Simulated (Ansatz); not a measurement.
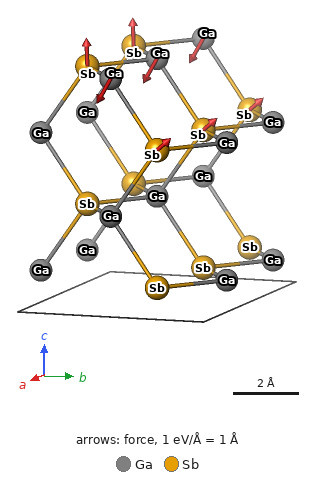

Starting geometry of a slab of composition GaSb (cut from the F-43m phase) with the computed forces as red arrows. Style: ball-and-stick. Shown: the cell of the calculation, outlined in the plane, without the vacuum (origin shifted), slightly off an axis.

Case: clean slab, lower planes held. The slab is the (1 1 0) face of GaSb. 8 atoms are held fixed.

These are results of DFT PBE+D3(BJ), scalar-relativistic, plane waves, PAW (Ansatz 0.2.0), not measurements. (plane-wave cutoff 420 eV; k-point mesh 2 × 3 × 1; occupations gaussian; smearing width 0.1 eV; no spin polarisation; dipole correction; atoms relaxed in a fixed cell; force threshold 0.03 eV/Å; at most 70 steps)

> What follows when this structure is relaxed?

It isn't relaxed: the largest force vector, on Ga atoms, is 0.94 eV/Å. The final displacements follow the starting forces only in part (cosine between the two patterns 0.83). The largest moves, 0.54 Å, are those of Ga atoms. Largest moves by element: Ga 0.54 Å, Sb 0.35 Å. The lattice vectors keep their values. Some distances before and after: Ga–Sb 2.654 → 2.743 Å, Ga–Sb 2.654 → 2.628 Å, Ga–Sb 2.654 → 2.677 Å. Bond angles that change, for instance: Ga–Sb–Ga 109.5° → 90.7°, Sb–Ga–Sb 109.5° → 123.8°, Ga–Sb–Ga 109.5° → 96.2°. The energy falls by 0.906 eV per cell of the calculation in 4 geometry steps. The largest force component goes from 0.91 to 0.0069 eV/Å. Cost: 71 s on 4 threads of Intel(R) Xeon(R) Platinum 8375C CPU @ 2.90GHz (Ice Lake) (shared host), peak memory 2.6 GiB.
